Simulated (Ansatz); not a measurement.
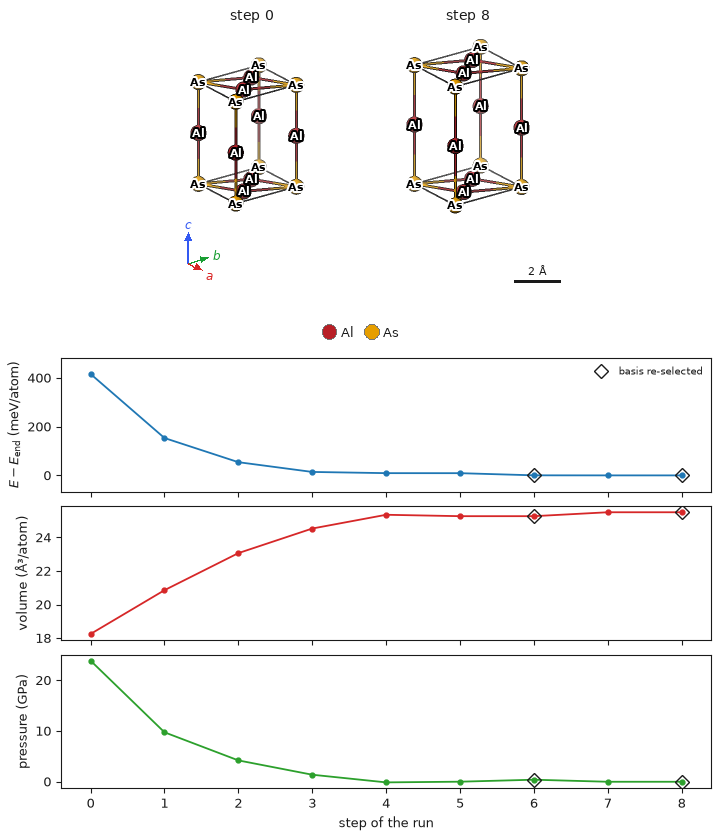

First and last geometry of a relaxation of crystalline Al₃As (a generated structure, set up in P6/mmm) (coarse preliminary run), with the history of the run. A ball-and-stick model of the cell of the calculation, seen slightly off an axis.

Method: DFT PBE, scalar-relativistic, plane waves, PAW in Ansatz. (plane-wave cutoff 420 eV; k-point mesh 6 × 6 × 4; occupations gaussian; smearing width 0.1 eV; no spin polarisation; cell and atoms relaxed; force threshold 0.04 eV/Å; at most 70 steps)

Did the run converge, and what did it change?

It converged. The energy falls by 416 meV per atom in 6 accepted moves (8 points after the start). All forces vanish by symmetry, so only the cell relaxes. The pressure goes from 23.86 to −0.03 GPa. The SCF was repeated twice at an unchanged geometry on a basis and grid sized afresh for the cell, which shifted the energy by 8.8 meV per atom at most. The atoms keep their places relative to the cell (all moves are under 0.005 Å). The drawn cell changes as follows: a = b 4.306 → 4.714 Å (+9.5 %), c 4.545 → 5.300 Å (+16.6 %); the volume changes by +39.7 %. Near-neighbour distances that change, for instance: Al–As 2.272 → 2.650 Å, Al–Al 2.486 → 2.722 Å, Al–As 2.486 → 2.722 Å. The space group stays P6/mmm (No. 191).

```json
{"step": "0", "E − E(0), meV/atom": "0.00", "pressure, GPa": "23.86", "volume, Å³/atom": "18.247", "note": ""}
{"step": "1", "E − E(0), meV/atom": "-262.63", "pressure, GPa": "9.73", "volume, Å³/atom": "20.856", "note": ""}
{"step": "2", "E − E(0), meV/atom": "-361.69", "pressure, GPa": "4.19", "volume, Å³/atom": "23.065", "note": ""}
{"step": "3", "E − E(0), meV/atom": "-401.69", "pressure, GPa": "1.36", "volume, Å³/atom": "24.530", "note": ""}
{"step": "4", "E − E(0), meV/atom": "-406.64", "pressure, GPa": "-0.15", "volume, Å³/atom": "25.350", "note": ""}
{"step": "5", "E − E(0), meV/atom": "-406.76", "pressure, GPa": "-0.01", "volume, Å³/atom": "25.266", "note": ""}
{"step": "6", "E − E(0), meV/atom": "-415.56", "pressure, GPa": "0.38", "volume, Å³/atom": "25.266", "note": "same geometry, new basis"}
{"step": "7", "E − E(0), meV/atom": "-415.82", "pressure, GPa": "-0.03", "volume, Å³/atom": "25.500", "note": ""}
{"step": "8", "E − E(0), meV/atom": "-415.86", "pressure, GPa": "-0.03", "volume, Å³/atom": "25.500", "note": "same geometry, new basis"}
```
